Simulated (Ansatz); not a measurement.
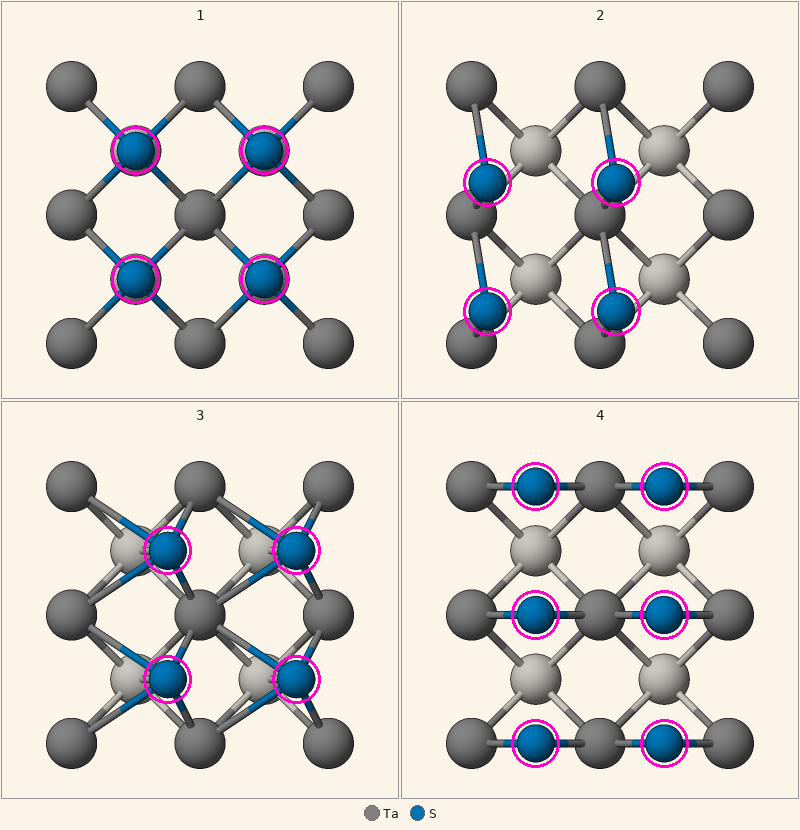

S on a Ta(100) slab cut from the Im-3m phase, its upper half relaxed before the scan (4 atoms of substrate and one adsorbate in a 1 × 1 cell). S is moved over the surface cell; relaxed at each place: the height of the adsorbate's atoms; substrate rigid; the origin of the map has the adsorbate above Ta4. Places are given modulo a cell vector. The map is drawn in real space over the plane of the surface. Grid: 8 × 8 points; 15 points were computed and 49 follow by symmetry. Energies are in eV, from the lowest grid point. With one adsorbate in each 1 × 1 cell, its nearest image is 3.3 Å away, so neighbouring adsorbates interact. Computed with DFT PBE, scalar-relativistic, plane waves, PAW (Ansatz 0.2.0). Settings: cutoff 420 eV, k-mesh 8×8×1, gaussian smearing 0.1 eV, no spin polarisation.

The numbered pictures are structures from this grid. Rings mark the moved atoms.

### Rank them by energy, lowest first.

1, at a fourfold hollow over a second-layer Ta atom, (4/8, 4/8) of the cell vectors: 0.00 eV; 3, at (6/8, 4/8) of the cell vectors [nearest 2 Ta at 2.38 Å]: 1.04 eV; 4, at a bridge site between two Ta atoms, (4/8, 0/8) of the cell vectors: 1.45 eV; 2, at (1/8, 2/8) of the cell vectors [nearest 1 Ta at 2.24 Å]: 2.11 eV.

The map, with the structures marked:

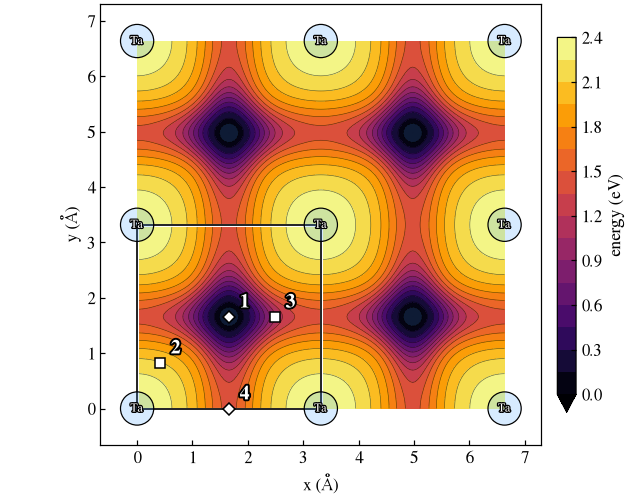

In the figure: filled contours, labelled circles for the atoms of the top layer and small ones for the second layer, the outline of one cell of the 2 × 2 shown. Between grid points the surface is interpolated.

PAW datasets: the set soft_1.
